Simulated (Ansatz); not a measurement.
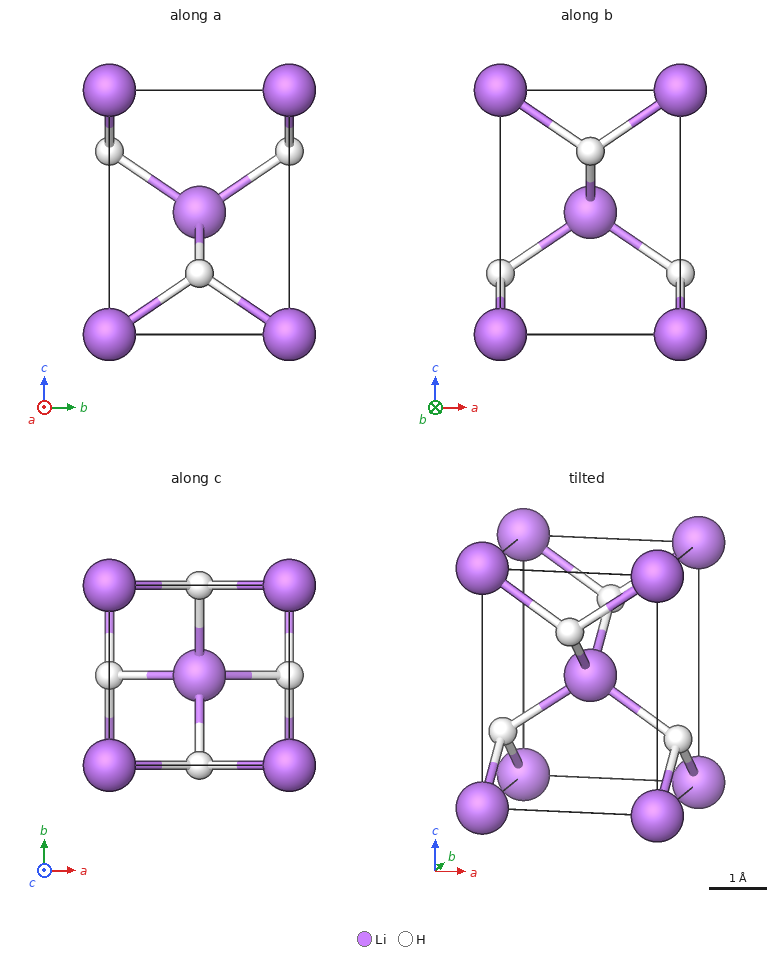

Drawn in the ball-and-stick manner and seen along the a axis, along the b axis, along the c axis and slightly off an axis. The conventional unit cell is drawn as a box.

Lattice parameters: a = 3.1599 Å, b = 3.1599 Å, c = 4.2902 Å, α = 90.000°, β = 90.000°, γ = 90.000°.

> Express the structure as a CIF in P1 with every atom of the cell.

```cif
data_structure
_symmetry_space_group_name_H-M 'P 1'
_symmetry_Int_Tables_number 1
_cell_length_a 3.1599
_cell_length_b 3.1599
_cell_length_c 4.2902
_cell_angle_alpha 90.000
_cell_angle_beta 90.000
_cell_angle_gamma 90.000
_cell_volume 42.84
loop_
_atom_site_label
_atom_site_type_symbol
_atom_site_fract_x
_atom_site_fract_y
_atom_site_fract_z
_atom_site_occupancy
Li1 Li 0.0000 0.0000 0.0000 1
H1 H 0.0000 0.5000 0.2500 1
Li2 Li 0.5000 0.5000 0.5000 1
H2 H 0.5000 0.0000 0.7500 1
```

Provenance: a structure type filled with these elements by a generator (whether the compound takes this form wasn't checked). The cell was then strained or its atoms displaced on purpose. A calculation with Ansatz used it as input.
